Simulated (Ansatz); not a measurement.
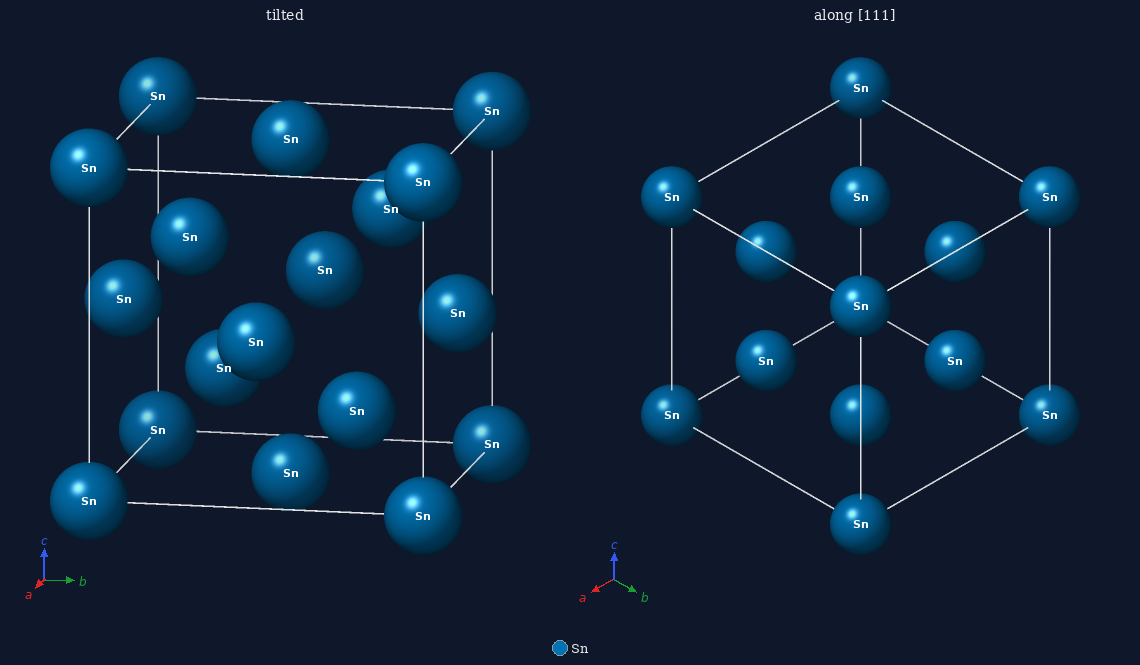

This spheres-only model is shown slightly off an axis and along [111]. The lines enclose the conventional unit cell; boundary atoms appear with their images. Cell: a = 6.658 Å, b = 6.658 Å, c = 6.658 Å, α = 90.00°, β = 90.00°, γ = 90.00°.

Describe the crystal.

- The element is tin.
- It belongs to space group Fd-3m (No. 227) and has a face-centred cubic lattice.
- In terms of structure types, this is diamond.
- The cell holds eight atoms.
- The coordination shell of Sn holds four Sn in a tetrahedral arrangement at about 2.9 Å.

The cell started as a structure listed in the Materials Project, with elements exchanged, so it need not be a known form of the compound. It is drawn as it came out of a relaxation with DFT PBE, scalar-relativistic, plane waves, PAW in Ansatz.
